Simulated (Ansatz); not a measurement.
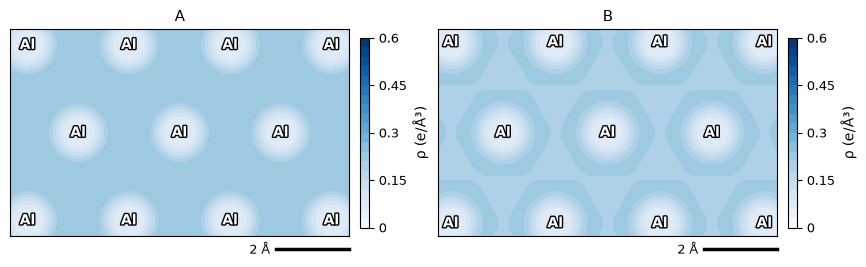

Al. The valence charge density (pseudo) of two cells that differ in size, on the (100) plane of each (indices in the axes of the calculation cell), at one length scale and on one colour scale: B has 16.2 Å³ an atom and A 14.7.

These are results of DFT PBEsol, scalar-relativistic, plane waves, PAW in Ansatz, not measurements.

The density is the valence pseudo-density of a PAW calculation; it isn't the true density close to the nuclei.

The larger cell:

```
Al
1.0
     0.00000    2.00779    2.00779
     2.00779    0.00000    2.00779
     2.00779    2.00779    0.00000
Al
1
Direct
  0.00000 0.00000 0.00000
```

The smaller cell: a = 2.752 Å, b = 2.752 Å, c = 2.752 Å, α = 60.00°, β = 60.00°, γ = 60.00°.

Question: What changes from the larger cell to the smaller?

Answer: From the larger cell to the smaller, Al–Al goes from 2.84 to 2.75 Å, and the density at its midpoint from 0.21 to 0.23 e/Å³; the pressure goes from 0.0 to 9 GPa.
